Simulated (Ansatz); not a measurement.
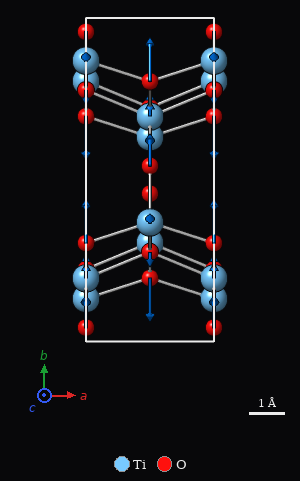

This is a relaxation of crystalline Ti₃O₅ (built on the database type) (coarse preliminary run). The starting structure is drawn; blue arrows show the displacements (the part carried along by the change of the cell is left out), magnified 10 times.

The picture is a ball-and-stick view of the conventional cell (2 times the calculation's cell), seen along the c axis. Lengths and directions refer to the drawn axes.

Case: structure reported for this formula (Cmcm, No. 63).

Computed with Ansatz, DFT r2SCAN, scalar-relativistic, plane waves, PAW. (plane-wave cutoff 500 eV; k-point mesh 6 × 6 × 2; occupations gaussian; smearing width 0.1 eV; collinear spin; cell and atoms relaxed; force threshold 0.04 eV/Å; at most 70 steps)

Which element moves most?

Answer. Oxygen: up to 0.14 Å, against 0.05 Å for titanium.

Describe the change and its energy.

Answer. Over 8 accepted moves (10 points after the start) the energy falls by 1.859 eV per cell of the calculation. Largest force component: 3.2 eV/Å at the start, 0.013 eV/Å at the end. Pressure: 22.69 GPa at the start and −0.05 GPa at the end. The line search rejected the trial step at point 5 of the run. The SCF was repeated once at an unchanged geometry on a basis and grid sized afresh for the cell, which shifted the energy by 8.2 meV per cell of the calculation at most. The largest moves relative to the cell, 0.14 Å, are those of O atoms. By element the largest moves are O 0.14 Å, Ti 0.05 Å. The drawn cell changes as follows: a 3.747 → 3.758 Å (+0.3 %), b 9.465 → 9.817 Å (+3.7 %), c 9.715 → 10.009 Å (+3.0 %); the volume changes by +7.2 %. Among the contacts that change: O–Ti 2.019 → 2.232 Å, O–Ti 1.740 → 1.901 Å, O–Ti 2.028 → 2.151 Å, Ti–Ti 3.147 → 3.239 Å. Among the angles between lasting bonds that change: O–Ti–O 121.1° → 115.5°, Ti–O–Ti 98.2° → 92.7°, Ti–O–Ti 96.8° → 91.9°. The space group stays Cmcm (No. 63).
